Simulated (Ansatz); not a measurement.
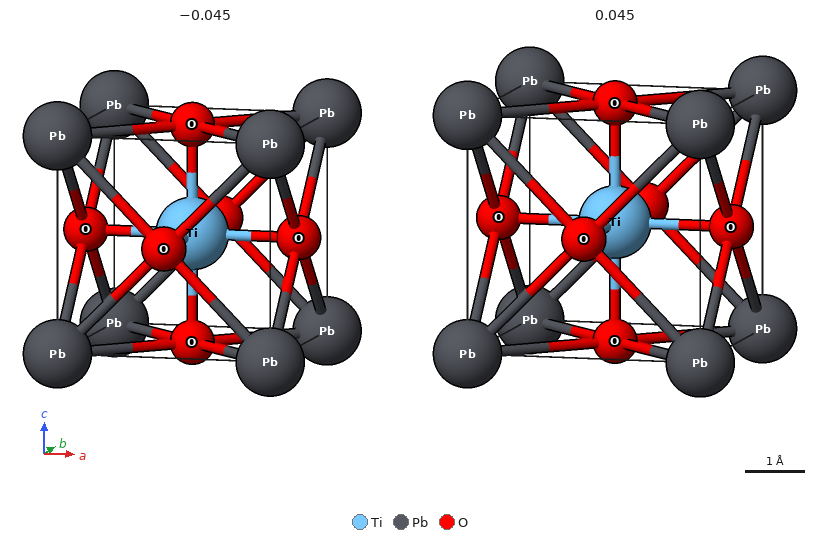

A crystal of TiPbO₃ (set up in Pm-3m), under equal strain along all axes (cell held, atoms fixed by symmetry), with energies (extrapolated to zero smearing) counted from the relaxed crystal, which is the row at zero. The picture shows the first and the last member. The picture is a ball-and-stick view of the cell of the calculation, seen slightly off an axis.

Computed with Ansatz 0.2.0: DFT PBE, scalar-relativistic, plane waves, PAW. Settings: plane-wave cutoff 420 eV; k-point mesh 8 × 8 × 8; occupations gaussian; smearing width 0.02 eV; no spin polarisation.

| strain | energy (meV/atom) | a (Å) | band gap (eV) |
| --- | --- | --- | --- |
| −0.045 | 144.07 | 3.788 | 1.41 |
| −0.03 | 60.66 | 3.848 | 1.52 |
| −0.015 | 14.38 | 3.907 | 1.60 |
| 0.0 | 0.00 | 3.967 | 1.66 |
| 0.015 | 12.97 | 4.026 | 1.69 |
| 0.03 | ? | ? | ? |
| 0.045 | 105.39 | 4.145 | 1.63 |

### Fill in the missing row.

A parabola through three neighbouring rows (0.0, 0.015, 0.045) gives, with Lagrange weights, (−0.3333)(0.00) + (1.0000)(12.97) + (0.3333)(105.39) = 48.10 meV/atom. The calculation gives 49.26 meV/atom (a = 4.086 Å). The estimate is 1.16 meV/atom too low. For the gap a parabola through the rows 0.0, 0.015, 0.045 gives 1.68 eV, and the calculation 1.72 eV (semilocal gaps, lower than measured ones as a rule). From the first member to the last: O–Pb 2.679 → 2.931 Å, O–Ti 1.894 → 2.073 Å.

The whole series:

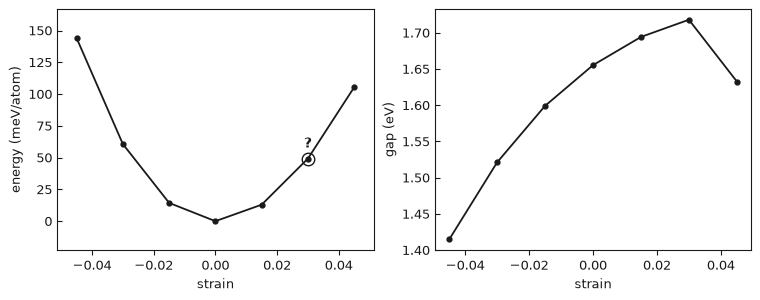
